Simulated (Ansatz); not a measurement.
## Phonon calculation of Ta2Si

- system: Ta2Si (I4/mcm, 6 atoms in the cell)
- method: DFT LDA, scalar-relativistic, plane waves, PAW, no spin polarisation (Ansatz 0.2.0)

The structure derives from a Materials Project entry. It belongs to a series of runs on one base structure; here: phonons at volume × 0.98. Figures and captions count atoms from 1; the log counts them from 0 in places.

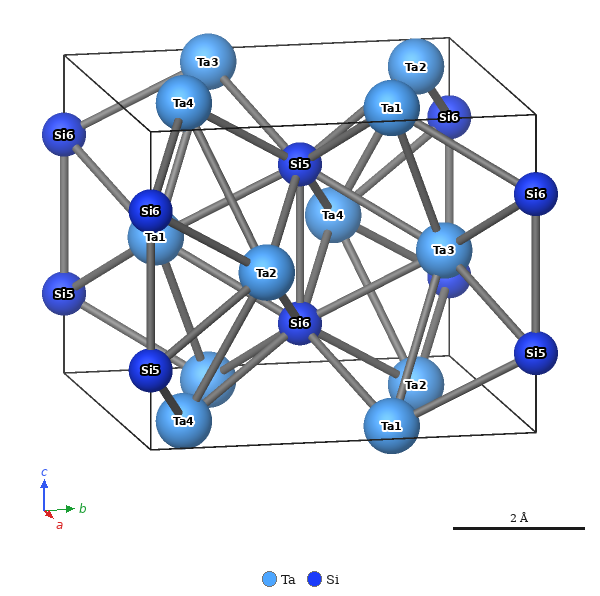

**Figure 1.** The input geometry (ball-and-stick view of the cell 2 times as large as that of the calculation, set on its symmetry axes, seen slightly off an axis; atoms are numbered from 1 in the order of the input). An atom can appear more than once, as a periodic image.

The input:
```yaml
crystal:
  lattice:
    - [-3.027016265, 3.027016265, 2.4872491781]
    - [3.027016265, -3.027016265, 2.4872491781]
    - [3.027016265, 3.027016265, -2.4872491781]
  atoms:
    - { symbol: Ta, position: [0.6621979404, 0.8378020596, 0.5] }
    - { symbol: Ta, position: [0.8378020596, 0.3378020596, 0.1756041192] }
    - { symbol: Ta, position: [0.3378020596, 0.1621979404, 0.5] }
    - { symbol: Ta, position: [0.1621979404, 0.6621979404, 0.8243958808] }
    - { symbol: Si, position: [0.25, 0.25, 0.0] }
    - { symbol: Si, position: [0.75, 0.75, 0.0] }
basis:
  ecutwfc: 420
kpoints:
  mp_grid: { grid: [10, 10, 10] }
hamiltonian:
  xc: lda
scf:
  occupations: { method: fermi_dirac, width: 0.15 }
output:
  eigenvalues: true
phonons:
  method: dfpt
  eigenvectors: true
```

Command:
```bash
ansatz run input.yaml --threads 2 --pin off --max-ram 7168MiB --backend cpu --events-out ev --progress --plain --runs-dir out
```

The program's output:
```
band count auto-derived: 37 (N_el = 60.0; filled up to band 30; 36 by the electrons, moments and atoms)
Engine: ansatz 0.2.0, x86_64-unknown-linux-gnu
Pseudopotentials: kind: paw
Pseudopotential: Ta, paw, valence charge 13, recommended cutoff 420 eV (normal), Ta.paw.azcp
Pseudopotential: Si, paw, valence charge 4, recommended cutoff 420 eV (normal), Si.paw.azcp
Functional definition: SPW92
  exchange = slater_x
  correlation = pw_c
Crystal: 6 atoms, lattice volume = 91.161 Å³
Basis set: ecut = 420 eV, 1785 PW (Γ), exchange–correlation on 72×72×72 points (8 copies of the dense FFT grid, shifted against one another)
Bands: 37, of which v1, the nominal top of the filled ones, is band 30 counted from 1 (29 counted from 0)
Symmetry: 16 space group operations
k-points: 504 of 1000 (irreducible under 1 space group operation, time reversal used)
Non-local potential: Ta, projectors of the file, l = 0: 3, l = 1: 2, l = 2: 2, l = 3: 1
Non-local potential: Si, projectors of the file, l = 0: 2, l = 1: 2, l = 2: 2
PAW form: soft (Blöchl's): semilocal exchange-correlation on the pseudo side does not see the compensation charge
PAW frozen core: Ta, regenerated for the run's functional, and the local potential with it (the file was generated under x = pbe(κ = 0.804, μ = 0.2195149727645171), c = pbe(β = 0.06672455060314922))
PAW frozen core: Si, regenerated for the run's functional, and the local potential with it (the file was generated under x = pbe(κ = 0.804, μ = 0.2195149727645171), c = pbe(β = 0.06672455060314922))
PAW one-centre angular grid: Ta, 590 points (default); XC on 64 Gauss nodes
PAW one-centre angular grid: Si, 110 points (default); XC on 64 Gauss nodes
Initial density: superposition of atomic densities (neutral atoms: chi_scale 0, normalization atom), corrected by the library's trained network
Initial wavefunctions: pseudopotential atomic-orbital guess
Functional: x = slater, c = lda
SCF iter   1: F=—  HF=-39951.358324 eV  |F-HF|=—  |Δ(HF+E_count)|=         —  Δρ=5.27e-3  dr2=1.82e-2  ethr=1.77e-3  ⟨swp⟩=5.3  Hψ=78231  notcnv=0
preconditioner: auto → Kerker (q_TF=auto, 2.545 Å⁻¹)  [metal: Δε(μ)=0.009 eV  Ē_g=5.832 eV  σ=0.150 eV  W_gap=0.02  n_scr=18 (ndim 8)  ℏωp=20.6 eV  f_vac=0.000  D(μ)=3.49/eV (n_scr^D=18)]
SCF iter   2: F=—  HF=-39951.355365 eV  |F-HF|=—  |Δ(HF+E_count)|=   2.96e-3  Δρ=3.09e-3  dr2=5.53e-3  ethr=3.03e-5  ⟨swp⟩=2.0  Hψ=25038  notcnv=0
SCF iter   3: F=—  HF=-39951.354273 eV  |F-HF|=—  |Δ(HF+E_count)|=   1.09e-3  Δρ=4.28e-4  dr2=1.31e-4  ethr=9.21e-6  ⟨swp⟩=2.1  Hψ=23513  notcnv=0
SCF iter   4: F=—  HF=-39951.354236 eV  |F-HF|=—  |Δ(HF+E_count)|=   3.75e-5  Δρ=6.76e-5  dr2=2.06e-6  ethr=2.19e-7  ⟨swp⟩=2.0  Hψ=26101  notcnv=0
SCF iter   5: F=—  HF=-39951.354235 eV  |F-HF|=—  |Δ(HF+E_count)|=   2.33e-7  Δρ=6.24e-6  dr2=5.37e-8  ethr=3.44e-9  ⟨swp⟩=2.0  Hψ=26820  notcnv=0
SCF iter   6: F=—  HF=-39951.354235 eV  |F-HF|=—  |Δ(HF+E_count)|=   1.23e-8  Δρ=1.47e-6  dr2=3.99e-9  ethr=8.95e-11  ⟨swp⟩=2.0  Hψ=25883  notcnv=0
SCF iter   7: F=—  HF=-39951.354235 eV  |F-HF|=—  |Δ(HF+E_count)|=  9.68e-10  Δρ=2.86e-7  dr2=1.56e-10  ethr=6.66e-12  ⟨swp⟩=2.0  Hψ=25816  notcnv=0
SCF iter   8: F=-39951.354235 eV  HF=-39951.354235 eV  |F-HF|=7.28e-12  |Δ(HF+E_count)|=  3.64e-11  Δρ=4.28e-8  dr2=3.39e-12  ethr=1.00e-12  ⟨swp⟩=6.9  Hψ=91991  notcnv=0
SCF 1 converged in 8 iterations: F = -39951.354235 eV  dr2 = 3.39e-12
  greatest PAW one-centre occupation: 1.000 electrons in one spin orbital (limit 2), on the Ta atom at site 3 (counted from 0), in its partial waves of l = 0
```

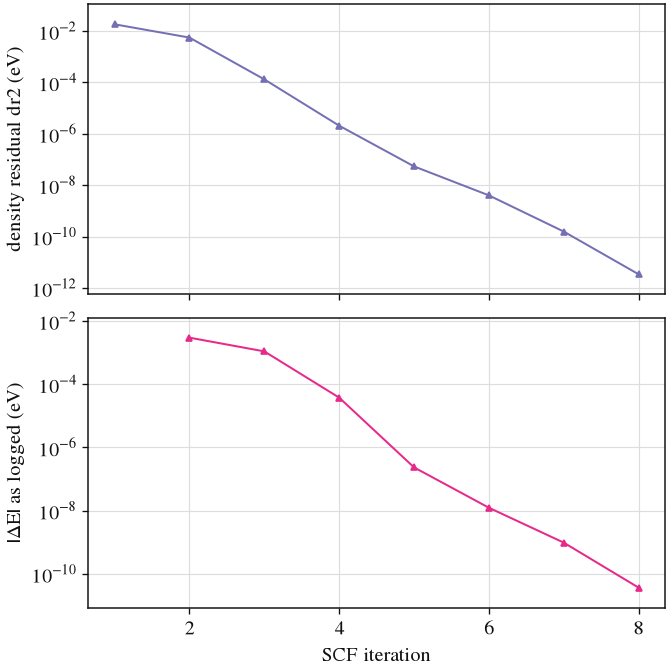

**Figure 2.** Convergence of the self-consistent field: density residual dr2 and size of the energy change against the SCF iteration. The residual falls at every step.

```
DFPT response loops at Γ: preconditioner auto → Kerker (q_TF=auto, 2.545 Å⁻¹) (partly filled bands, converged f_vac=0.000); β = 1.00, the filter's whole step (`scf.mixing.beta` (0.50) is not read by the response loops under this deck's `scf.mixing.preconditioner`; to damp them name `kerker` or `kerker_dos`, under which they read `scf.mixing.beta`, and type it under 1.00, their step now; both keys bind the ground state too); Broyden in place of MSR1
SCF converged after 8 iterations
Free energy (F): -39951.354235 eV
Harris-Foulkes:  -39951.354235 eV  (|F-HF|=7.28e-12)
Internal energy: -39951.095550 eV  (E = F + TS)
E sigma→0 (E₀):  -39951.224893 eV
Entropy (-TS):   -0.258685 eV (-43.114 meV/atom)
Fermi energy:    18.304499 eV
--- Per-component energies (eV) ---
  E_band       = -369.981170
  E_kinetic    = 1566.050933
  E_local      = -2393.759779  (includes V_loc(G=0)·N_el)
  E_nonlocal   = 136.667921
  E_hartree    = 862.413764
  E_xc         = -986.638804
  E_vxc        = -922.949881  (∫ρ·V_xc dr)
  E_paw        = -33569.952021  (= ΣΔE_a)
  E_vpaw       = -480.818459  (= ΣTr[D̂ρ^β])
  E_aug_tail   = 0.000538  (compensation charges beyond the density's cutoff)
  E_ewald      = -5567.082374
  E_core_change = 1.204273  (= ΣΔE_core)
  E_smearing   = -0.258685  (= −TS)
  E_closure    = 0.000000  (closes the sum)
  Σ components = -39951.354235   (vs F -39951.354235, Δ=0.00e0)
--- Band table (eV; the first three rows and the last of 504) ---
  k-point 0: bands = ["-49.2883", "-49.2378", "-49.1847", "-49.1847", "-16.0964", "-16.0546", "-16.0546", "-15.9973", "-15.9961", "-15.9961", "-15.9342", "-15.8026", "-15.7040", "-15.3936", "-15.3568", "-15.3568", "6.0435", "10.6765", "13.2954", "13.4474", "13.9453", "13.9453", "15.7058", "15.7154", "15.7154", "15.7459", "15.7459", "16.2804", "18.5048", "18.5617", "19.2278", "19.6663", "19.6663", "19.9819", "19.9819", "20.1089", "22.2549"]
  k-point 1: bands = ["-49.2865", "-49.2377", "-49.1866", "-49.1847", "-16.1094", "-16.0561", "-16.0552", "-16.0110", "-15.9964", "-15.9675", "-15.9251", "-15.8103", "-15.6851", "-15.3971", "-15.3745", "-15.3575", "6.1342", "10.7375", "12.9873", "13.0524", "14.2065", "14.3802", "15.4604", "15.6445", "15.6645", "15.7017", "15.8583", "16.2993", "18.3280", "18.5519", "19.1448", "19.3019", "19.5146", "20.0801", "20.4678", "20.4843", "22.5321"]
  k-point 2: bands = ["-49.2815", "-49.2372", "-49.1922", "-49.1847", "-16.1211", "-16.0537", "-16.0524", "-16.0442", "-15.9972", "-15.9182", "-15.9066", "-15.8290", "-15.6399", "-15.4206", "-15.4076", "-15.3596", "6.3902", "10.9100", "12.3546", "12.6909", "14.5249", "14.5919", "15.3577", "15.5279", "15.6523", "15.6916", "16.0301", "16.0574", "18.1567", "18.6693", "18.8708", "18.9580", "19.1233", "20.4812", "20.9555", "21.3276", "22.7670"]
  k-point 503: bands = ["-49.2273", "-49.2273", "-49.2225", "-49.2189", "-16.2626", "-16.1866", "-16.0923", "-15.9469", "-15.9469", "-15.8444", "-15.7499", "-15.7338", "-15.5130", "-15.5130", "-15.4888", "-15.4888", "8.2733", "10.9308", "11.9006", "11.9006", "12.5977", "14.5380", "14.5380", "15.0143", "15.9439", "16.7387", "17.1959", "17.2106", "17.2762", "17.2762", "18.0640", "18.4626", "19.0051", "19.0051", "21.1349", "21.9573", "21.9706"]
--- Phonons (Γ-DFPT): 4 representative perturbations + reference, on 504 of 1000 k-points (Σ response iterations 12) ---
  k mesh reduced under 1 symmetry operation, with k and −k counted as one. Each operation leaves every solved perturbation unchanged. A smaller set is not used because it would not reduce the number of displacements times k-points to solve
  ASR residual: 4.202e-4 → 0.000e0 eV/Å²; symmetrization residual: 2.602e-6 eV/Å²
  ASR residual per site (eV/Å²): 4.20e-4 4.20e-4 4.20e-4 4.20e-4 2.19e-5 2.19e-5
  Γ frequencies (cm⁻¹): 0.00 0.00 0.00 117.52 119.22 119.22 121.13 121.13 163.14 172.63 172.96 173.04 322.40 417.91 417.91 437.34 437.34 455.17
  non-analytic LO–TO correction: not included (Born effective charges unavailable; polar crystals: no LO–TO splitting at Γ)
```

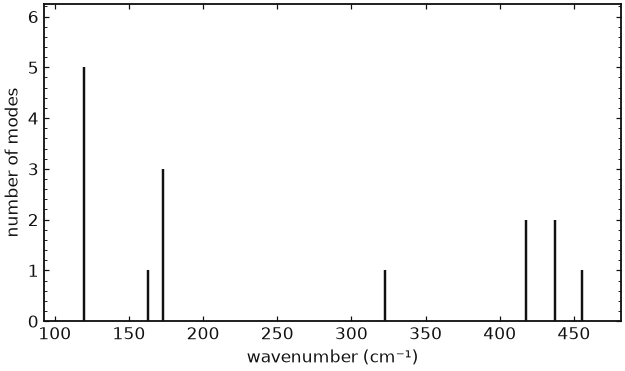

**Figure 3.** Optical phonons at the zone centre (no LO–TO term); neighbouring modes closer than 3 cm⁻¹ are counted in one stick. 15 modes from 118 to 455 cm⁻¹, none imaginary.

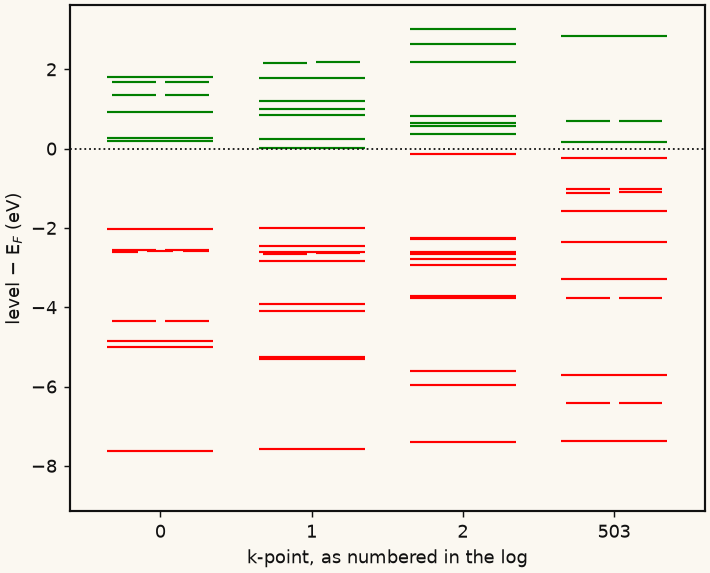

**Figure 4.** Kohn–Sham levels near the Fermi level (dotted) at the few k-points that the log prints; levels within 0.02 eV of each other stand side by side. The system is metallic on the full mesh.

Key numbers:

```csv
quantity,value
outcome,converged
space group (tolerance 0.01 Å),I4/mcm (140)
electrons treated,60
free energy,−39951.3542 eV
Fermi energy,18.304 eV
gap on the k-point mesh,none (metallic)
hardware,"2 threads of AMD EPYC (Zen 3), 32 GiB of memory available, shared host"
wall time,8.8 min (CPU time 17 min)
peak memory,4.7 GiB
```

Remarks:

Results for this metal are sensitive to the k-point mesh. Spin–orbit coupling is left out, which matters for Ta.
